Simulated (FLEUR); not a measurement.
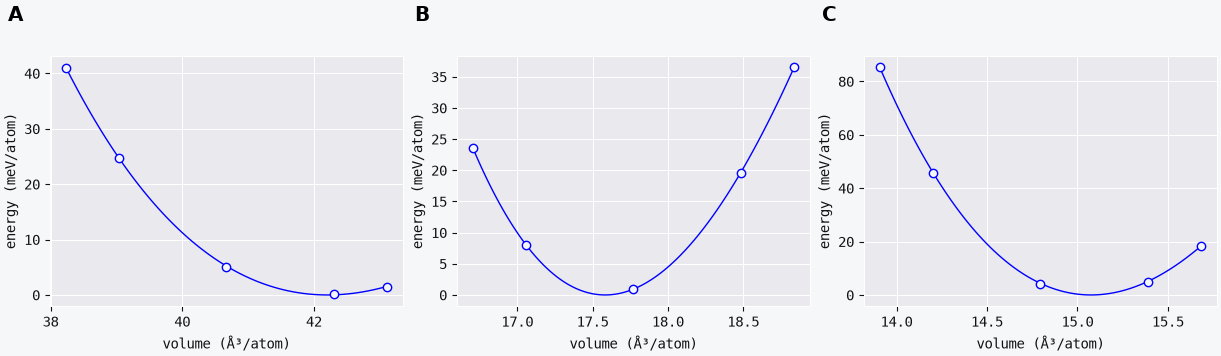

Each panel shows the energy against volume for one of these solids: Au, P6_3/mmc (No. 194); Pb, Fd-3m (No. 227); TiPt₃, Pm-3m (No. 221).

How it was computed, with FLEUR MaX-R8.1 (later development tree): all-electron LAPW DFT, no spin polarisation; energies at scaled volumes of the given cell, shape and fractions fixed, counted from the fit's minimum, third-order Birch-Murnaghan fit. Level: r2SCAN.

Match the panels to the solids.

A is Pb (energy from 0.15 meV/atom to 41.06 meV/atom, V0 42.21 Å³/atom, B0 27.1 GPa); B is Au (energy from 0.93 meV/atom to 36.52 meV/atom, V0 17.58 Å³/atom, B0 153 GPa); C is TiPt₃ (energy from 4.31 meV/atom to 85.27 meV/atom, V0 15.07 Å³/atom, B0 259 GPa).

For Au, limits of the calculation: spin-orbit coupling left out, heavy elements; shape and atomic fractions are frozen while scaling, which makes layered, chain and framework solids too stiff.

For Pb, limits of the calculation: spin-orbit coupling left out, heavy elements.

For TiPt₃, limits of the calculation: spin-orbit coupling left out, heavy elements.
